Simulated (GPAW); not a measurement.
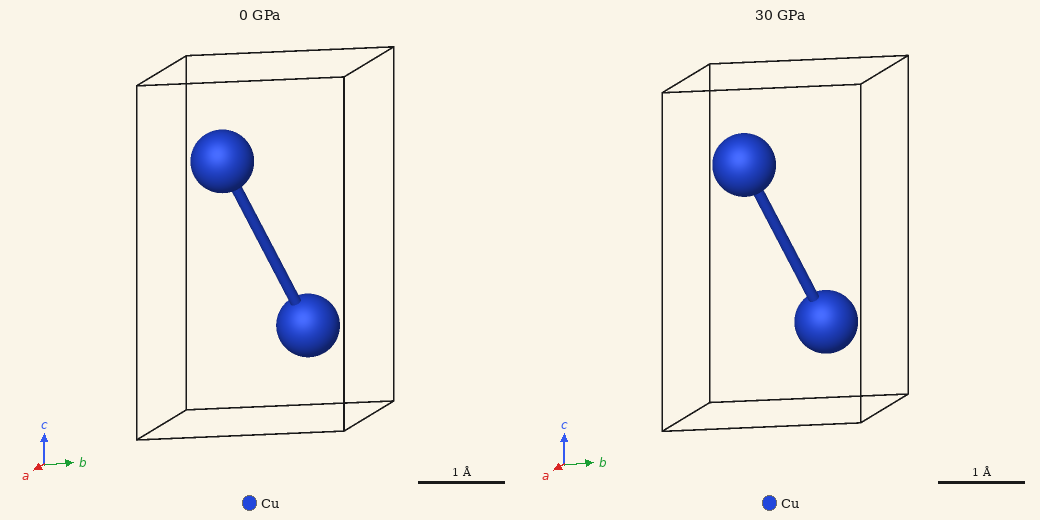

Cu, hexagonal close-packed (Mg type), space group P6₃/mmc (No. 194), relaxed (cell and atoms) under a series of hydrostatic pressures; the conventional cell is drawn at the lowest and the highest, to one scale (sticks follow a distance rule). The start was a structure listed in the Materials Project. This isn't the form of Cu at room conditions, which is fcc.

Alike in all runs: GPAW 26.7.0; functional PBEsol; potentials PAW data sets generated in the run's folder for this functional; cutoff 600 eV; k mesh 9 × 9 × 5 on the run's cell of 2 atoms; occupations fermi-dirac, width 0.05 eV; no spin polarisation; no spin-orbit coupling.

| pressure (GPa) | volume (Å³/atom) | a (Å) | c (Å) |
| --- | --- | --- | --- |
| -0.2 | 11.471 | 2.522 | 4.166 |
| 2.0 | ? | ? | ? |
| 4.9 | 11.140 | 2.498 | 4.124 |
| 9.9 | 10.865 | 2.477 | 4.091 |
| 20.0 | 10.407 | 2.441 | 4.032 |
| 30.1 | 10.040 | 2.413 | 3.983 |

**What equation of state do the given rows imply, and what volume does it predict for the missing row?**

The fit gives V0 = 11.46 Å³/atom, B0 = 164 GPa and B0′ = 5.0, which puts the volume at 2.0 GPa at 11.32 Å³/atom. The run gave volume 11.321 Å³/atom; a 2.510 Å; c 4.148 Å.

**Which axis yields most up to 30 GPa?**

The axes shrink nearly alike: a −4.3 %, c −4.4 %, against −12.5 % in volume.

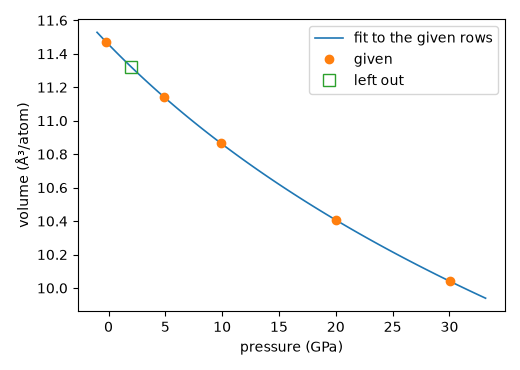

Volume against pressure, with the fit. The structure was kept in its own symmetry, so a change to another phase within this range wouldn't be seen.

Caveat: later steps reuse the first step's grids.
